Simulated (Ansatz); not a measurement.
The structure in question:

```yaml
crystal:
  lattice:
    - [5.07832, 0.00000, 0.00000]
    - [-2.53916, 4.39795, 0.00000]
    - [0.00000, 0.00000, 2.92101]
  atoms:
    - { symbol: Ti, position: [0.66667, 0.33333, 0.50000] }
    - { symbol: Ti, position: [0.33333, 0.66667, 0.50000] }
    - { symbol: Ti, position: [0.00000, 0.00000, 0.00000] }
    - { symbol: O, position: [0.60847, 0.60847, 0.00000] }
    - { symbol: O, position: [0.39153, 0.00000, 0.00000] }
    - { symbol: O, position: [0.00000, 0.39153, 0.00000] }
```

Q: Work out the structure from the coordinates.

A: The material is TiO. The symmetry is that of P-62m (No. 189), on a primitive hexagonal lattice. Content of the cell: 3 Ti, 3 O (Z = 3). The numbers of neighbours within bonding distance are Ti 5 to 11 (mean 9.0) and O 5. Not all metal-metal contacts are counted.

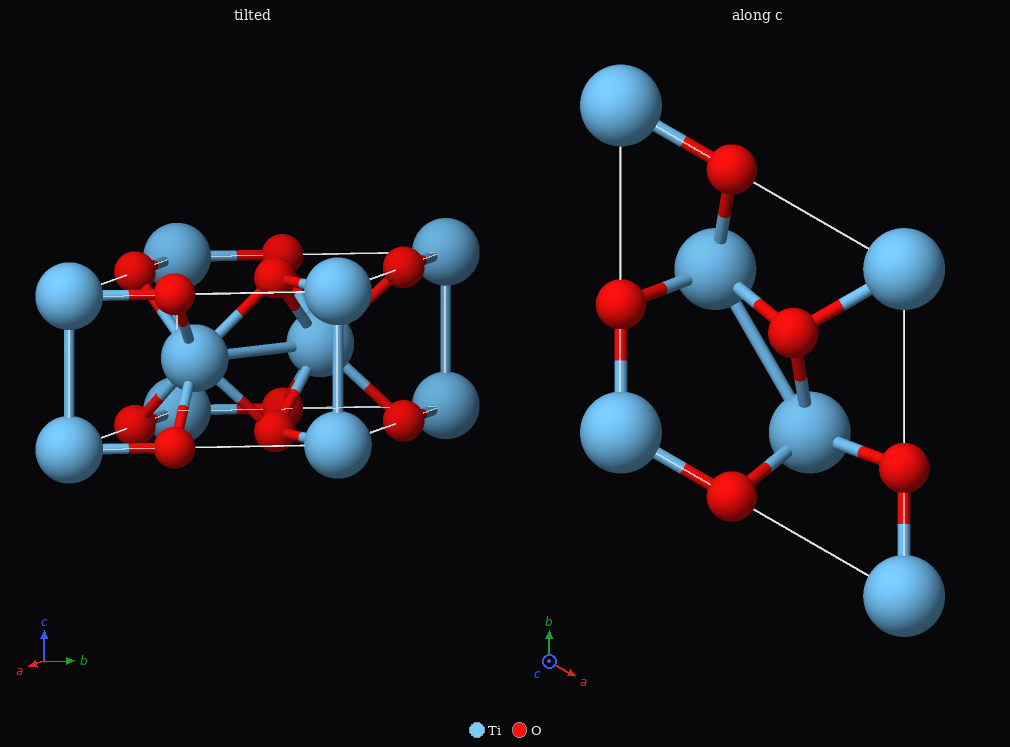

The figure gives a ball-and-stick picture of the atoms, viewed slightly off an axis and along the c axis. One conventional unit cell is framed, with atoms on its boundary repeated.

The initial geometry was a structure listed in the Materials Project. The cell was then strained or its atoms displaced on purpose. It was relaxed at fixed volume with DFT r2SCAN, scalar-relativistic, plane waves, PAW (Ansatz 0.2.0).

At this level of theory the cell isn't at rest (stretched, at -12 GPa), so its distances can differ from those at equilibrium, the more so the softer the solid.
